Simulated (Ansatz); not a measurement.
## Cu: geometry relaxation (part 2 of 2)

The same run, continued: Cu (P6₃/mmc, 6 atoms in the cell); DFT PBEsol, scalar-relativistic, plane waves, PAW, no spin polarisation (Ansatz 0.2.0); cutoff 420 eV, 8×12×12 k-mesh, Gaussian smearing of 0.1 eV. The structure derives from a Materials Project entry. It belongs to a series of runs on one base structure; here: 6 of 6 Ag sites taken by Cu, cell and atoms relaxed.

Geometry of the input (Å; fractional positions):
```
0.0000  0.0000  -4.1172
-3.7809  -2.1829  0.0000
0.0000  4.3659  0.0000
Cu 0.7500  0.6667  0.6667
Cu 0.7500  0.0000  0.3333
Cu 0.7500  0.3333  0.0000
Cu 0.2500  0.3333  0.3333
Cu 0.2500  0.6667  0.0000
Cu 0.2500  0.0000  0.6667
```

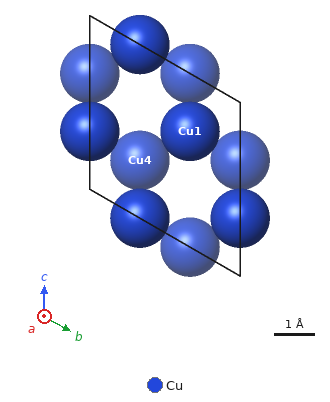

Figure 1. The geometry at step 2 of the log (spheres-only view of the cell of the calculation, along the a axis; atoms are numbered from 1 in the order of the input).

**The program's output, continued**
```
SCF iter   1: F=—  HF=-39532.593233 eV  |F-HF|=—  |Δ(HF+E_count)|=         —  Δρ=2.37e-4  dr2=7.95e-7  ethr=1.44e-9  ⟨swp⟩=4.1  Hψ=42464  notcnv=0
preconditioner: auto → Kerker (q_TF=auto, 2.974 Å⁻¹)  [metal: Δε(μ)=0.038 eV  Ē_g=10.721 eV  σ=0.100 eV  W_gap=0.21  n_scr=26 (ndim 8)  ℏωp=36.6 eV  f_vac=0.000  D(μ)=1.54/eV (n_scr^D=8)]
SCF iter   2: F=—  HF=-39532.593217 eV  |F-HF|=—  |Δ(HF+E_count)|=   1.59e-5  Δρ=1.21e-4  dr2=2.08e-7  ethr=6.97e-10  ⟨swp⟩=1.0  Hψ=6555  notcnv=0
SCF iter   3: F=—  HF=-39532.593219 eV  |F-HF|=—  |Δ(HF+E_count)|=   2.19e-6  Δρ=2.13e-6  dr2=1.44e-9  ethr=1.82e-10  ⟨swp⟩=1.0  Hψ=6555  notcnv=0
iter 4 did not close the SCF: its close was put off for the readings that it lacked (scf_convergence_deferred on its scf_iter line)
SCF iter   4: F=-39532.593219 eV  HF=-39532.593219 eV  |F-HF|=4.37e-11  |Δ(HF+E_count)|=  5.75e-10  Δρ=3.20e-7  dr2=2.10e-11  ethr=1.26e-12  ⟨swp⟩=2.1  Hψ=9763  notcnv=0
iter 5 did not close the SCF: its close was put off for the readings that it lacked (scf_convergence_deferred on its scf_iter line)
SCF iter   5: F=-39532.593219 eV  HF=-39532.593219 eV  |F-HF|=2.18e-11  |Δ(HF+E_count)|=  3.64e-11  Δρ=1.33e-7  dr2=5.90e-12  ethr=1.00e-12  ⟨swp⟩=1.0  Hψ=6555  notcnv=0
iter 6 did not close the SCF: its close was put off for the readings that it lacked (scf_convergence_deferred on its scf_iter line)
SCF iter   6: F=-39532.593219 eV  HF=-39532.593219 eV  |F-HF|=2.18e-11  |Δ(HF+E_count)|=  7.28e-12  Δρ=4.24e-8  dr2=8.91e-13  ethr=1.00e-12  ⟨swp⟩=1.0  Hψ=6555  notcnv=0
iter 7 did not close the SCF: its close was put off for the readings that it lacked (scf_convergence_deferred on its scf_iter line)
SCF iter   7: F=-39532.593219 eV  HF=-39532.593219 eV  |F-HF|=1.46e-11  |Δ(HF+E_count)|=  7.28e-12  Δρ=7.92e-9  dr2=3.94e-14  ethr=1.00e-12  ⟨swp⟩=1.0  Hψ=6555  notcnv=0
SCF iter   8: F=-39532.593219 eV  HF=-39532.593219 eV  |F-HF|=1.46e-11  |Δ(HF+E_count)|=    0.00e0  Δρ=2.45e-9  dr2=3.10e-15  ethr=1.00e-12  ⟨swp⟩=1.1  Hψ=13543  notcnv=0
SCF 4 converged in 8 iterations: F = -39532.593219 eV  dr2 = 3.10e-15
relax step   4: F+E_penalty+E_count = -39532.59321937 eV  Δ(F+E_penalty+E_count) = +1.785e-5 eV  max|allowed force component| = 2.776e-17 eV/Å  Δτ_max = 0.0000 Å  P = -0.002 GPa  Ω = 67.944 Å³  stress off target by 1.31e-2 GPa  SCF on the basis re-selected at this cell (its energy is not comparable with the rows above)  (8 SCF iters)
basis re-selected at this cell: Δ(F+E_penalty+E_count) = +1.785e-5 eV, ΔP = +0.000 GPa vs the last step (what re-selecting the basis moved, of the pressure what is left beyond the Pulay correction that the steps carried, after the strain that the cell walked since its last selection, with what the two solves' SCF thresholds leave and, on support functions, any second-order correction that the steps lacked; it is no measure of the basis error at this ecutwfc). This SCF's stress stands 1.31e-2 GPa from its target on what of the cell is left free (relax.cell.stress_tol is 1.50e-1 GPa) and its largest allowed force component is 2.78e-17 eV/Å (relax.f_tol is 1.50e-2 eV/Å): within both
SCF converged after 8 iterations
Free energy (F): -39532.593219 eV
Harris-Foulkes:  -39532.593219 eV  (|F-HF|=1.46e-11)
Internal energy: -39532.585495 eV  (E = F + TS)
E sigma→0 (E₀):  -39532.589357 eV
Entropy (-TS):   -0.007724 eV (-1.287 meV/atom)
Fermi energy:    17.470521 eV
--- Per-component energies (eV) ---
  E_band       = -2074.991309
  E_kinetic    = 1803.845468
  E_local      = -23832.360141  (includes V_loc(G=0)·N_el)
  E_nonlocal   = 2346.521459
  E_hartree    = 10496.538093
  E_xc         = -536.375422
  E_vxc        = -695.292590  (∫ρ·V_xc dr)
  E_paw        = -9754.912644  (= ΣΔE_a)
  E_vpaw       = -2690.783259  (= ΣTr[D̂ρ^β])
  E_aug_tail   = 0.001560  (compensation charges beyond the density's cutoff)
  E_ewald      = -20057.081081
  E_core_change = 1.237213  (= ΣΔE_core)
  E_smearing   = -0.007724  (= −TS)
  E_closure    = 0.000000  (closes the sum)
  Σ components = -39532.593219   (vs F -39532.593219, Δ=0.00e0)
--- Forces (eV/Å), atoms counted from 1 ---
  atom   1  Cu    -0.00000000    -0.00000000     0.00000000
  atom   2  Cu    -0.00000000     0.00000000     0.00000000
  atom   3  Cu    -0.00000000    -0.00000000    -0.00000000
  atom   4  Cu    -0.00000000     0.00000000     0.00000000
  atom   5  Cu     0.00000000     0.00000000    -0.00000000
  atom   6  Cu     0.00000000    -0.00000000    -0.00000000
  max |Σ_I F_I| component: 9.25e-18 eV/Å
--- Stress (GPa, compression-positive) ---
        0.003417       0.000000       0.000000
        0.000000       0.003417      -0.000000
        0.000000      -0.000000      -0.013098
  P = ⅓ Tr σ = -0.0021 GPa (-0.021 kbar)
--- Band table (eV; the first three rows and the last of 95) ---
  k-point 0: bands = ["-94.8474", "-94.8310", "-94.8261", "-94.8261", "-94.8261", "-94.8261", "-52.4205", "-52.3985", "-52.3985", "-52.3810", "-52.3810", "-52.3810", "-52.3810", "-52.3628", "-52.3628", "-52.3440", "-52.3440", "-52.3440", "-52.3440", "-52.3196", "-52.3196", "-52.3012", "-52.3012", "-52.2948", "7.7324", "12.1383", "13.1479", "13.1479", "13.2697", "13.2697", "13.2697", "13.2697", "13.5187", "13.5187", "14.2136", "14.2136", "14.2136", "14.2136", "14.3413", "14.4303", "14.4303", "14.6508", "14.6508", "14.8899", "14.8899", "14.9888", "14.9888", "15.6629", "15.6629", "15.6629", "15.6629", "15.7404", "15.7404", "15.7780", "15.7780", "16.2339", "20.5951", "20.5951", "21.0483", "21.0483", "21.0483", "21.0483", "21.3623", "27.9324", "27.9324", "28.6146", "28.6146", "28.6146", "28.6146"]
  k-point 1: bands = ["-94.8471", "-94.8308", "-94.8272", "-94.8271", "-94.8255", "-94.8254", "-52.4196", "-52.4010", "-52.3999", "-52.3852", "-52.3830", "-52.3787", "-52.3763", "-52.3588", "-52.3579", "-52.3507", "-52.3500", "-52.3382", "-52.3376", "-52.3218", "-52.3204", "-52.3035", "-52.3016", "-52.2952", "7.8102", "12.1856", "13.1366", "13.1416", "13.1564", "13.1571", "13.2859", "13.3315", "13.4950", "13.5553", "14.1726", "14.1881", "14.2679", "14.2840", "14.2940", "14.4602", "14.4701", "14.6348", "14.6777", "14.8614", "14.8622", "14.9617", "14.9654", "15.3964", "15.5653", "15.6110", "15.7451", "15.7477", "15.7492", "15.7708", "15.7850", "16.7071", "19.3879", "19.8633", "20.4818", "21.3807", "21.7540", "21.7869", "22.5612", "27.3998", "27.4037", "27.5764", "27.6890", "29.1410", "29.6614"]
  k-point 2: bands = ["-94.8461", "-94.8303", "-94.8286", "-94.8280", "-94.8251", "-94.8250", "-52.4168", "-52.4064", "-52.4005", "-52.3895", "-52.3884", "-52.3716", "-52.3687", "-52.3582", "-52.3554", "-52.3513", "-52.3480", "-52.3335", "-52.3311", "-52.3281", "-52.3228", "-52.3099", "-52.3031", "-52.2963", "8.0422", "12.3211", "12.9539", "12.9877", "13.1013", "13.1369", "13.1594", "13.3607", "13.4203", "13.7038", "14.1551", "14.1999", "14.2083", "14.3243", "14.3851", "14.5415", "14.5482", "14.5912", "14.7599", "14.7737", "14.7861", "14.8015", "14.8864", "15.0736", "15.4547", "15.6443", "15.7656", "15.7767", "15.8021", "15.8099", "15.8632", "17.4256", "18.1716", "19.1058", "20.0317", "21.4391", "22.5850", "22.9011", "24.3633", "26.0426", "26.3700", "26.8958", "26.9897", "29.0130", "29.6537"]
  k-point 94: bands = ["-94.8305", "-94.8305", "-94.8305", "-94.8305", "-94.8305", "-94.8305", "-52.4014", "-52.4014", "-52.4014", "-52.4014", "-52.4014", "-52.4014", "-52.3326", "-52.3326", "-52.3326", "-52.3326", "-52.3326", "-52.3326", "-52.3293", "-52.3293", "-52.3293", "-52.3293", "-52.3293", "-52.3293", "12.1246", "12.1246", "12.1246", "12.1246", "12.1246", "12.1246", "13.6173", "13.6173", "13.6173", "13.6173", "13.6173", "13.6173", "14.7621", "14.7621", "14.7621", "14.7621", "14.7621", "14.7621", "15.0363", "15.0363", "15.0363", "15.0363", "15.0363", "15.0363", "15.6794", "15.6794", "15.6794", "15.6794", "15.6794", "15.6794", "16.3640", "16.3640", "16.3640", "16.3640", "16.3640", "16.3640", "26.7865", "26.7865", "26.7865", "26.7865", "26.7865", "26.7865", "33.0895", "33.0895", "33.0895"]
--- Relaxed structure (3 steps of the walk, 3 accepted, 1 SCFs on fresh bases) ---
  F+E_penalty+E_count = -39532.59321937 eV   max|allowed force component| = 2.776e-17 eV/Å   (the final SCF, on the basis selected at the relaxed cell)
  cell:  # Å, volume = 67.9441 Å³
    - [-2.131962856358773e-34, 8.365930195838224e-35, -4.134752923265583]
    - [-3.772387896388733, -2.1779891675009795, 2.436661169195125e-34]
    - [-2.880225810698854e-11, 4.355978334952072, -8.585026722108887e-35]
  atoms:
    - { symbol: Cu, position: [0.7499999999999999, 0.6666666666666666, 0.6666666666666665] }
    - { symbol: Cu, position: [0.7499999999999999, -4.03896825859365e-28, 0.33333333333333326] }
    - { symbol: Cu, position: [0.7499999999999999, 0.33333333333333326, -3.5597324922849303e-35] }
    - { symbol: Cu, position: [0.25, 0.3333333333333333, 0.33333333333333326] }
    - { symbol: Cu, position: [0.25, 0.6666666666666665, -1.1865774974283102e-35] }
    - { symbol: Cu, position: [0.25, -8.077935810750518e-28, 0.6666666666666665] }
```

**Trajectory as extended XYZ (Å, eV, eV/Å), 4 frames, from step=1 to step=4**
```
6
Lattice="0.0000 0.0000 -4.1172 -3.7809 -2.1829 0.0000 0.0000 4.3659 0.0000" Properties=species:S:1:pos:R:3:forces:R:3 step=1 energy=-39532.59200 pressure_GPa=-0.05
Cu   -2.5206    1.4553   -3.0879    0.0000   0.0000   0.0000
Cu    0.0000    1.4553   -3.0879    0.0000   0.0000   0.0000
Cu   -1.2603   -0.7276   -3.0879    0.0000   0.0000   0.0000
Cu   -1.2603    0.7276   -1.0293    0.0000   0.0000   0.0000
Cu   -2.5206   -1.4553   -1.0293    0.0000   0.0000   0.0000
Cu    0.0000    2.9106   -1.0293    0.0000   0.0000   0.0000
6
Lattice="0.0000 0.0000 -4.1234 -3.7778 -2.1811 0.0000 0.0000 4.3622 0.0000" Properties=species:S:1:pos:R:3:forces:R:3 step=2 energy=-39532.59273 pressure_GPa=-0.03
Cu   -2.5185    1.4541   -3.0926    0.0000   0.0000   0.0000
Cu    0.0000    1.4541   -3.0926    0.0000   0.0000   0.0000
Cu   -1.2593   -0.7270   -3.0926    0.0000   0.0000   0.0000
Cu   -1.2593    0.7270   -1.0309    0.0000   0.0000   0.0000
Cu   -2.5185   -1.4541   -1.0309    0.0000   0.0000   0.0000
Cu    0.0000    2.9082   -1.0309    0.0000   0.0000   0.0000
6
Lattice="0.0000 0.0000 -4.1348 -3.7724 -2.1780 0.0000 0.0000 4.3560 0.0000" Properties=species:S:1:pos:R:3:forces:R:3 step=3 energy=-39532.59324 pressure_GPa=-0.00
Cu   -2.5149    1.4520   -3.1011    0.0000   0.0000   0.0000
Cu    0.0000    1.4520   -3.1011    0.0000   0.0000   0.0000
Cu   -1.2575   -0.7260   -3.1011    0.0000   0.0000   0.0000
Cu   -1.2575    0.7260   -1.0337    0.0000   0.0000   0.0000
Cu   -2.5149   -1.4520   -1.0337    0.0000   0.0000   0.0000
Cu    0.0000    2.9040   -1.0337    0.0000   0.0000   0.0000
6
Lattice="0.0000 0.0000 -4.1348 -3.7724 -2.1780 0.0000 0.0000 4.3560 0.0000" Properties=species:S:1:pos:R:3:forces:R:3 step=4 energy=-39532.59322 pressure_GPa=-0.00
Cu   -2.5149    1.4520   -3.1011    0.0000   0.0000   0.0000
Cu    0.0000    1.4520   -3.1011    0.0000   0.0000   0.0000
Cu   -1.2575   -0.7260   -3.1011    0.0000   0.0000   0.0000
Cu   -1.2575    0.7260   -1.0337    0.0000   0.0000   0.0000
Cu   -2.5149   -1.4520   -1.0337    0.0000   0.0000   0.0000
Cu    0.0000    2.9040   -1.0337    0.0000   0.0000   0.0000
```

**Results in brief**

- outcome: converged
- space group (tolerance 0.01 Å): P6₃/mmc (194)
- electrons treated: 114
- free energy: −39532.5932 eV
- Fermi energy: 17.471 eV
- gap on the k-point mesh: none (metallic)
- pressure: 0.00 GPa
- final volume: 67.94 Å³
- largest force (length of the vector) at the end: under 0.001 eV/Å
- final cell: a = 4.135 Å, b = 4.356 Å, c = 4.356 Å, α = 120.00°, β = 90.00°, γ = 90.00°
- hardware: 1 thread of Intel Xeon @ 2.50GHz (Skylake/Cascade Lake), 32 GiB of memory available, shared host
- wall time: 90 s
- peak memory: 0.65 GiB
